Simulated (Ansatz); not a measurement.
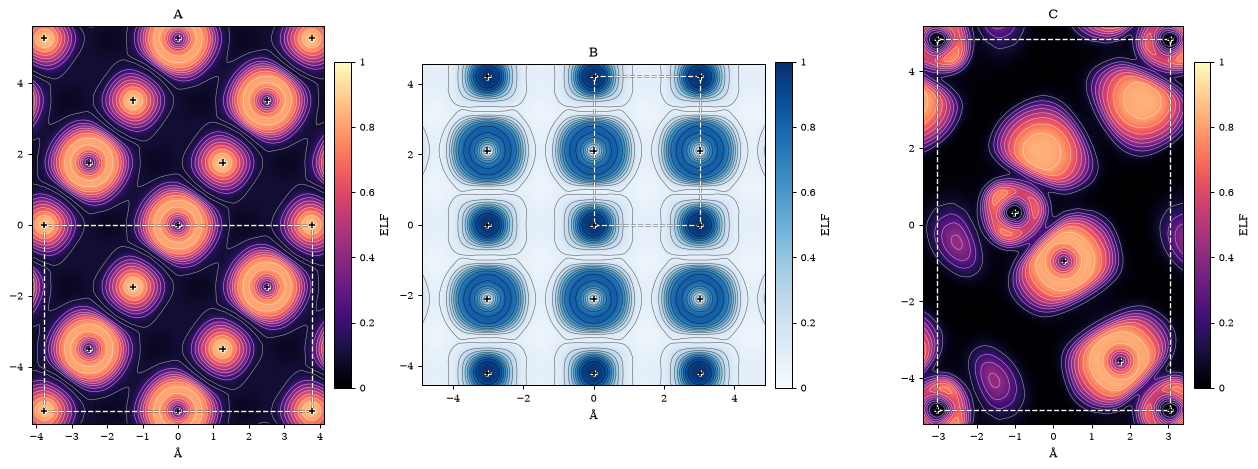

The ELF of 3 systems, each on a plane through atoms (crosses mark nuclei in the plane).

Level of theory: Ansatz, Kohn-Sham DFT of a periodic cell, PBE, Ansatz PAW.

System 1: FeO, the (110) plane of the conventional cell. Space group R-3m; spin-polarised.

```yaml
crystal:
  lattice:
    - [3.03536, 0.00000, 0.00000]
    - [-1.51768, 2.62870, 0.00000]
    - [0.00000, 0.00000, 7.54738]
  atoms:
    - { symbol: Fe, position: [0.00000, 0.00000, 0.00000] }
    - { symbol: Fe, position: [0.66667, 0.33333, 0.33333] }
    - { symbol: Fe, position: [0.33333, 0.66667, 0.66667] }
    - { symbol: O, position: [0.33333, 0.66667, 0.16667] }
    - { symbol: O, position: [0.00000, 0.00000, 0.50000] }
    - { symbol: O, position: [0.66667, 0.33333, 0.83333] }
```

System 2: TiO₂, the (110) plane of the conventional cell. Space group P3₁21; a structure from a database of computed crystals, not necessarily the ambient phase.

System 3: CoO, the (100) plane of the conventional cell. Space group I4/mmm; spin-polarised.

```xyz
4
Lattice="3.0160 0.0000 0.0000 0.0000 3.0160 0.0000 0.0000 0.0000 4.2145" Properties=species:S:1:pos:R:3 pbc="T T T"
Co    0.0000    0.0000    0.0000
Co    1.5080    1.5080    2.1073
O     0.0000    0.0000    2.1073
O     1.5080    1.5080    0.0000
```

Match each panel to its system.

Panel A is system 1, FeO: the plane holds Fe and O. Fe–O (2.16 Å): the ELF peaks at about 0.80 in the valence shell of O, 0.6 Å from its nucleus, and is about 0.15 at the midpoint: no localised pair shows between them. Panel B is system 3, CoO: the plane holds Co and O. Co–O (2.11 Å): the ELF peaks at about 0.80 in the valence shell of O, 0.6 Å from its nucleus, and is about 0.15 at the midpoint: no shared electron pair shows on this line. Panel C is system 2, TiO₂: the plane holds Ti and O. Ti–O (1.82 Å): the ELF peaks at about 0.80 in the valence shell of O, 0.6 Å from its nucleus, and is about 0.25 at the midpoint (no localised pair shows between them).
